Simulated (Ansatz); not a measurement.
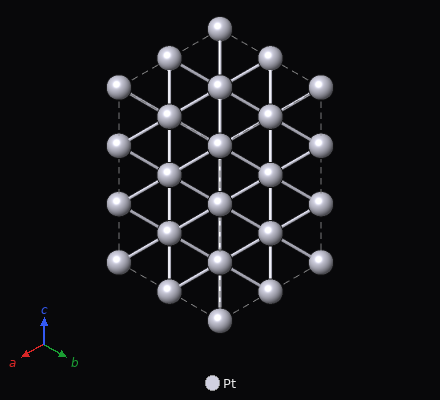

Pt (Im-3m, No. 229): the input geometry of a calculation; the starting structure was generated, so it need not be a known form of this composition.

```
Pt
1.0
     3.11131    0.00000    0.00000
     0.00000    3.11131    0.00000
     0.00000    0.00000    3.11131
Pt
2
Direct
  0.00000 0.00000 0.00000
  0.50000 0.50000 0.50000
```

**What will a dark-field STEM-like image along [111] show? The image is simulated as a sum over atoms of Z^1.7, blurred by a 1.30 Å probe (no channelling). The probe carries 25 % of its weight in a tail 2.5 times as wide. The display is stretched by a gamma of 0.8; percentages refer to the linear signal.**

The columns repeat on a hexagonal net with a repeat of 2.54 Å (plane group p6mm). All columns are alike (Pt). The shortest distance between visible columns is 2.54 Å in projection. Along the beam the structure repeats every 2.69 Å.

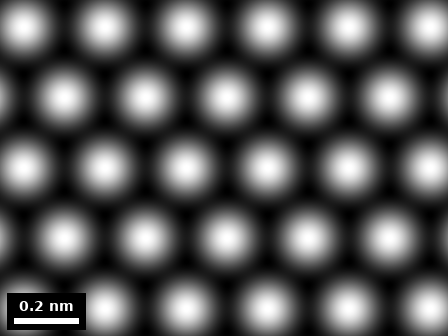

The simulated image.
